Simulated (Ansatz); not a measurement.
## Run report: TaN, field-gradient calculation

TaN (P6₃/mmc, 4 atoms in the cell), computed with DFT, PBE, PAW with Ansatz's default frozen-core files, scalar-relativistic, no spin polarisation (Ansatz 0.2.0).

The structure derives from an entry of the Crystallography Open Database. It belongs to a series of runs on one base structure; here: zz strain of -1 %, PAW files. Figures and captions count atoms from 1; the log counts them from 0 in places.

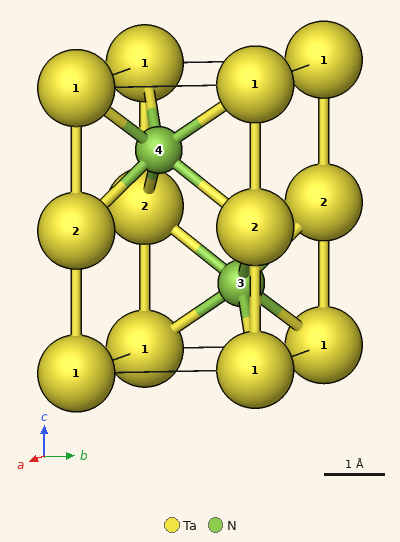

Fig. 1: The structure (ball-and-stick view of the cell of the calculation, seen slightly off an axis; atoms are numbered from 1 in the order of the input).

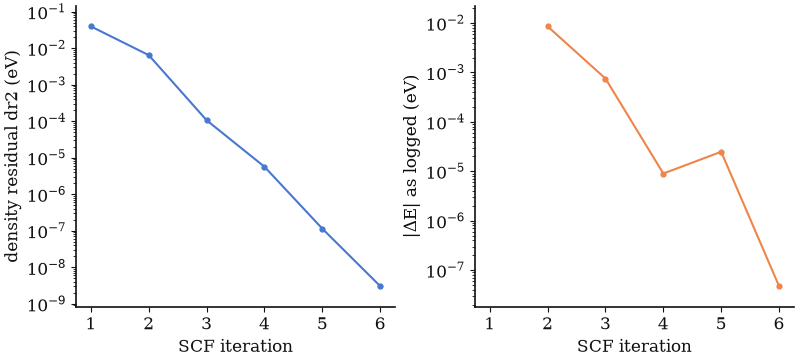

Fig. 2: Convergence of the self-consistent field: density residual dr2 and size of the energy change against the SCF iteration. The residual falls at every step.

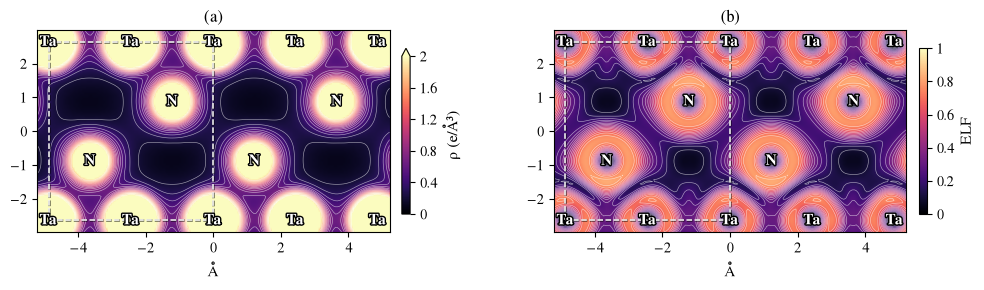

Fig. 3: (a) valence pseudo-density; (b) electron localisation function on the (110) plane of the conventional cell. Ta–N (2.14 Å): ρ at the midpoint is about 0.64 e/Å³; the ELF is about 0.15 at the midpoint (no shared pair; the contact is polar). Ta–Ta (2.43 Å): ρ at the midpoint is about 0.63 e/Å³; the ELF is about 0.30 at the midpoint (no localised pair between them). Away from the nuclei the density in this plane falls to 0.1 e/Å³ at its lowest. The strong features right at Ta lie inside the PAW spheres (semicore, d or f shells) and say nothing about bonding. In a PAW calculation such maps are meaningful between the atoms, not at the nuclei.

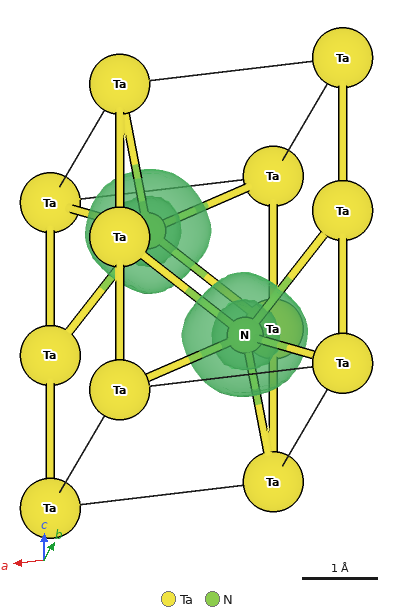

Fig. 4: Isosurface of the ELF at 0.7 (green), seen at an oblique angle. Only the valence region is drawn (cores and ρ < 0.01 e/Å³ removed). Sticks mark near contacts. The outline is the cell set on symmetry axes. Along the contacts the grid gives the following. Ta–N (2.14 Å): the ELF is about 0.15 at the midpoint; no shared pair; the contact is polar. Ta–Ta (2.43 Å): the ELF is about 0.30 at the midpoint; no localised pair between them.

The input that produced these results follows, with the program's output.

Input file:
```yaml
crystal:
  lattice:
    - [3.0480019786, 0.0, 0.0]
    - [-1.5240009893, 2.6396471442, 0.0]
    - [0.0, 0.0, 4.86882]
  atoms:
    - { symbol: Ta, position: [0.0, 0.0, 0.0] }
    - { symbol: Ta, position: [0.0, 0.0, 0.5] }
    - { symbol: "N", position: [0.3333333333, 0.6666666667, 0.25] }
    - { symbol: "N", position: [0.6666666667, 0.3333333333, 0.75] }
kpoints:
  mp_grid: { grid: [9, 9, 5] }
scf:
  occupations: { method: fermi_dirac, width: 0.01 }
hamiltonian:
  xc: pbe
  pseudopotentials: { kind: paw }
output:
  forces: true
  stress: true
  eigenvalues: true
  efg: { contact_densities: true }
  write_density: true
  write_potential: true
  elf: true
  volumetric_format: npy
```

Command:
```bash
ansatz run input.yaml --threads 1 --pin off --max-ram 4096MiB --backend cpu --events-out ev --progress --plain --runs-dir out
```

Log:
```
Ta: output.efg is read without spin–orbit coupling, which moves field gradients at and beside such atoms by some per cent and up to a factor of two; PAW files take it under magnetization.noncollinear and magnetization.spin_orbit
Engine: ansatz 0.2.0, x86_64-unknown-linux-gnu
Pseudopotentials: kind: paw
Pseudopotential: Ta, paw, valence charge 13, recommended cutoff 420 eV (normal), Ta.paw.azcp
Pseudopotential: N, paw, valence charge 5, recommended cutoff 420 eV (normal), N.paw.azcp
Functional definition: PBE
  parameter kappa = 0.804
  parameter beta = 0.06672455060314922
  exchange = pbe_x(kappa = kappa, mu = beta*pi^2/3)
  correlation = pbe_c(beta = beta)
Crystal: 4 atoms, lattice volume = 39.173 Å³
Basis set: ecut = 420 eV, 761 PW (Γ), exchange–correlation on 48×48×72 points (8 copies of the dense FFT grid, shifted against one another)
Bands: 22, of which v1, the nominal top of the filled ones, is band 18 counted from 1 (17 counted from 0)
Symmetry: 24 space group operations
Space group: P63/mmc (ITA 194), of the structure as read, at distance tolerance 3.4e-5 Å
k-points: 36 of 405
Non-local potential: Ta, projectors of the file, l = 0: 3, l = 1: 2, l = 2: 2, l = 3: 1
Non-local potential: N, projectors of the file, l = 0: 2, l = 1: 2, l = 2: 1
PAW form: soft (Blöchl's): semilocal exchange-correlation on the pseudo side does not see the compensation charge
PAW one-centre angular grid: Ta, 590 points (default); XC on 64 Gauss nodes
PAW one-centre angular grid: N, 110 points (default); XC on 64 Gauss nodes
Initial density: superposition of atomic densities (neutral atoms: chi_scale 0, normalization atom), corrected by the library's trained network
Initial wavefunctions: pseudopotential atomic-orbital guess
Functional: x = pbe(κ = 0.804, μ = 0.2195149727645171), c = pbe(β = 0.06672455060314922)
SCF iter   1: F=—  HF=-20633.205801 eV  |F-HF|=—  |Δ(HF+E_count)|=         —  Δρ=1.48e-2  dr2=3.94e-2  ethr=1.77e-3  ⟨swp⟩=6.0  Hψ=3764  notcnv=0
preconditioner: auto → none  [insulator: Δε(μ)=0.025 eV  Ē_g=10.098 eV  σ=0.010 eV  W_gap=0.53  n_scr=10 (ndim 8)  ℏωp=26.5 eV  f_vac=0.000  D(μ)=4.79/eV (n_scr^D=66)  ε∞_Penn≈7.9]
SCF iter   2: F=—  HF=-20633.197282 eV  |F-HF|=—  |Δ(HF+E_count)|=   8.52e-3  Δρ=6.66e-3  dr2=6.43e-3  ethr=1.09e-4  ⟨swp⟩=1.9  Hψ=1196  notcnv=0  defer=4
SCF iter   3: F=—  HF=-20633.196531 eV  |F-HF|=—  |Δ(HF+E_count)|=   7.51e-4  Δρ=7.96e-4  dr2=1.06e-4  ethr=1.79e-5  ⟨swp⟩=2.2  Hψ=1025  notcnv=0  defer=5
SCF iter   4: F=—  HF=-20633.196540 eV  |F-HF|=—  |Δ(HF+E_count)|=   8.99e-6  Δρ=1.36e-4  dr2=5.65e-6  ethr=2.96e-7  ⟨swp⟩=2.0  Hψ=1213  notcnv=0  defer=5
SCF iter   5: F=—  HF=-20633.196565 eV  |F-HF|=—  |Δ(HF+E_count)|=   2.48e-5  Δρ=3.09e-5  dr2=1.14e-7  ethr=1.57e-8  ⟨swp⟩=2.0  Hψ=1160  notcnv=0  defer=5
SCF iter   6: F=-20633.196565 eV  HF=-20633.196565 eV  |F-HF|=1.86e-9  |Δ(HF+E_count)|=   4.75e-8  Δρ=5.09e-6  dr2=3.05e-9  ethr=2.78e-10  ⟨swp⟩=8.6  Hψ=4971  notcnv=0
SCF 1 converged in 6 iterations: F = -20633.196565 eV  dr2 = 3.05e-9
  greatest PAW one-centre occupation: 0.999 electrons in one spin orbital (limit 2), on the Ta atom at site 1 (counted from 0), in its partial waves of l = 0
SCF converged after 6 iterations
Free energy (F): -20633.196565 eV
Harris-Foulkes:  -20633.196565 eV  (|F-HF|=1.86e-9)
Internal energy: -20633.194931 eV  (E = F + TS)
E sigma→0 (E₀):  -20633.195748 eV
Entropy (-TS):   -0.001634 eV (-0.408 meV/atom)
Fermi energy:    23.195236 eV
--- Per-component energies (eV) ---
  E_band       = -24.911319
  E_kinetic    = 1024.007896
  E_local      = -1141.242382  (includes V_loc(G=0)·N_el)
  E_nonlocal   = 125.877325
  E_hartree    = 404.631098
  E_xc         = -565.962705
  E_vxc        = -572.785014  (∫ρ·V_xc dr)
  E_paw        = -17052.611037  (= ΣΔE_a)
  E_vpaw       = -270.032796  (= ΣTr[D̂ρ^β])
  E_aug_tail   = 0.000611  (compensation charges beyond the density's cutoff)
  E_ewald      = -3427.895737
  E_smearing   = -0.001634  (= −TS)
  E_closure    = 0.000000  (closes the sum)
  Σ components = -20633.196565   (vs F -20633.196565, Δ=0.00e0)
--- Forces (eV/Å), atoms counted from 1 ---
  atom   1  Ta    -0.00000000     0.00000000     0.00000000
  atom   2  Ta    -0.00000000     0.00000000     0.00000000
  atom   3  N      0.00000000     0.00000000     0.00000000
  atom   4  N      0.00000000     0.00000000     0.00000000
  max |Σ_I F_I| component: 1.11e-16 eV/Å
--- Stress (GPa, compression-positive) ---
       36.478751       0.000000       0.000000
       -0.000000      36.478751       0.000000
        0.000000       0.000000     126.173042
  P = ⅓ Tr σ = 66.3768 GPa (663.768 kbar)
--- PAW observables at the nuclei: V_zz in 10²¹ V/m², potentials from the cell's mean, atoms counted from 1 ---
  atom   1  Ta V_zz =   -19.585091   η = 0.0000   by run symmetry: allowed
            electrostatic potential = -14504.939064 V   contact ρ = 8154457.992587 e/Å³
  atom   2  Ta V_zz =   -19.585091   η = 0.0000   by run symmetry: allowed
            electrostatic potential = -14504.939064 V   contact ρ = 8154457.992587 e/Å³
  atom   3  N  V_zz =    +0.604581   η = 0.0000   by run symmetry: allowed
            electrostatic potential = -532.550594 V   contact ρ = 1413.801239 e/Å³
  atom   4  N  V_zz =    +0.604581   η = 0.0000   by run symmetry: allowed
            electrostatic potential = -532.550594 V   contact ρ = 1413.801239 e/Å³
--- Band table (eV; the first three rows and the last of 36) ---
  k-point 0: bands = ["-45.6580", "-45.3187", "-14.0640", "-12.1051", "-12.1051", "-11.6951", "-11.6951", "-10.7876", "4.1558", "7.6016", "13.0346", "15.1655", "15.1655", "17.8585", "19.5195", "19.5195", "19.5896", "21.2346", "21.2346", "22.6002", "22.6002", "26.0997"]
  k-point 1: bands = ["-45.6262", "-45.3517", "-13.7975", "-12.0676", "-12.0676", "-11.7360", "-11.7360", "-11.1620", "4.4452", "7.1428", "13.6483", "15.4280", "15.4280", "17.7871", "18.6757", "18.6757", "19.8419", "21.5857", "21.5857", "23.4180", "23.4180", "26.7540"]
  k-point 2: bands = ["-45.5424", "-45.4376", "-13.0629", "-12.0652", "-11.9679", "-11.9679", "-11.8413", "-11.8413", "5.1939", "6.1794", "15.0444", "16.1801", "16.1801", "16.6296", "17.3254", "17.3254", "21.8419", "22.5695", "22.5695", "23.7318", "23.7318", "24.9186"]
  k-point 35: bands = ["-45.4828", "-45.3800", "-12.8321", "-12.5697", "-12.5697", "-12.3919", "-12.3919", "-11.8840", "6.4849", "6.4849", "14.7561", "14.7561", "16.3164", "16.3164", "16.3732", "17.7252", "22.8745", "22.8745", "23.3249", "25.6668", "25.6668", "25.8010"]
```

File rho_z.tsv:
```
# z_ang	rho[e/angstrom^3]
# format = ansatz-planar-average/11
# lattice	3.048001979	0.000000000	0.000000000
# lattice	-1.524000989	2.639647144	0.000000000
# lattice	0.000000000	0.000000000	4.868820000
# sites	4
# site	73	0.000000000	0.000000000	0.000000000
# site	73	0.000000000	0.000000000	2.434410000
# site	7	0.000000000	1.759764763	1.217205000
# site	7	1.524000989	0.879882381	3.651615000
0.000000	1.204200e0
0.135245	1.184990e0
0.270490	1.118909e0
0.405735	1.002874e0
0.540980	8.669486e-1
0.676225	7.662823e-1
0.811470	7.379648e-1
0.946715	7.684646e-1
1.081960	8.095977e-1
1.217205	8.258183e-1
1.352450	8.095977e-1
1.487695	7.684646e-1
1.622940	7.379648e-1
1.758185	7.662823e-1
1.893430	8.669486e-1
2.028675	1.002874e0
2.163920	1.118909e0
2.299165	1.184990e0
2.434410	1.204200e0
2.569655	1.184990e0
2.704900	1.118909e0
2.840145	1.002874e0
2.975390	8.669486e-1
3.110635	7.662823e-1
3.245880	7.379648e-1
3.381125	7.684646e-1
3.516370	8.095977e-1
3.651615	8.258183e-1
3.786860	8.095977e-1
3.922105	7.684646e-1
4.057350	7.379648e-1
4.192595	7.662823e-1
4.327840	8.669486e-1
4.463085	1.002874e0
4.598330	1.118909e0
4.733575	1.184990e0
```

File v_z.tsv:
```
# z_ang	v_es[eV]	v_tot[eV]
# format = ansatz-planar-average/11
# xc	pbe
# density_cutoff_ev	1680
# datasets	Ta=:simpson_from_first_knot:soft	N=:simpson_from_first_knot:soft
# lattice	3.048001979	0.000000000	0.000000000
# lattice	-1.524000989	2.639647144	0.000000000
# lattice	0.000000000	0.000000000	4.868820000
# sites	4
# site	73	0.000000000	0.000000000	0.000000000
# site	73	0.000000000	0.000000000	2.434410000
# site	7	0.000000000	1.759764763	1.217205000
# site	7	1.524000989	0.879882381	3.651615000
0.000000	2.250081e0	-1.283320e1
0.135245	2.910832e0	-1.207326e1
0.270490	4.717487e0	-9.980233e0
0.405735	7.273639e0	-7.003784e0
0.540980	9.731281e0	-4.104152e0
0.676225	1.127264e1	-2.202837e0
0.811470	1.187727e1	-1.389716e0
0.946715	1.190861e1	-1.313075e0
1.081960	1.172396e1	-1.568738e0
1.217205	1.160451e1	-1.747103e0
1.352450	1.172396e1	-1.568738e0
1.487695	1.190861e1	-1.313075e0
1.622940	1.187727e1	-1.389716e0
1.758185	1.127264e1	-2.202837e0
1.893430	9.731281e0	-4.104152e0
2.028675	7.273639e0	-7.003784e0
2.163920	4.717487e0	-9.980233e0
2.299165	2.910832e0	-1.207326e1
2.434410	2.250081e0	-1.283320e1
2.569655	2.910832e0	-1.207326e1
2.704900	4.717487e0	-9.980233e0
2.840145	7.273639e0	-7.003784e0
2.975390	9.731281e0	-4.104152e0
3.110635	1.127264e1	-2.202837e0
3.245880	1.187727e1	-1.389716e0
3.381125	1.190861e1	-1.313075e0
3.516370	1.172396e1	-1.568738e0
3.651615	1.160451e1	-1.747103e0
3.786860	1.172396e1	-1.568738e0
3.922105	1.190861e1	-1.313075e0
4.057350	1.187727e1	-1.389716e0
4.192595	1.127264e1	-2.202837e0
4.327840	9.731281e0	-4.104152e0
4.463085	7.273639e0	-7.003784e0
4.598330	4.717487e0	-9.980233e0
4.733575	2.910832e0	-1.207326e1
```

Summary:

```json
{"quantity": "outcome", "value": "converged"}
{"quantity": "space group (tolerance 0.01 Å)", "value": "P6₃/mmc (194)"}
{"quantity": "electrons treated", "value": "36"}
{"quantity": "free energy", "value": "−20633.1966 eV"}
{"quantity": "Fermi energy", "value": "23.195 eV"}
{"quantity": "pressure", "value": "66.38 GPa"}
{"quantity": "field gradient V_zz (10²¹ V/m²)", "value": "Ta −19.59, Ta −19.59, N 0.60, N 0.60"}
{"quantity": "largest force (length of the vector)", "value": "under 0.001 eV/Å"}
{"quantity": "hardware", "value": "1 thread of Intel Xeon (Granite Rapids), 64 GiB of memory available, shared host"}
{"quantity": "wall time", "value": "2.5 s"}
{"quantity": "peak memory", "value": "0.42 GiB"}
```

Notes:

Warnings of the run: the field gradients leave out spin–orbit coupling. Spin–orbit coupling is left out, which matters for Ta.
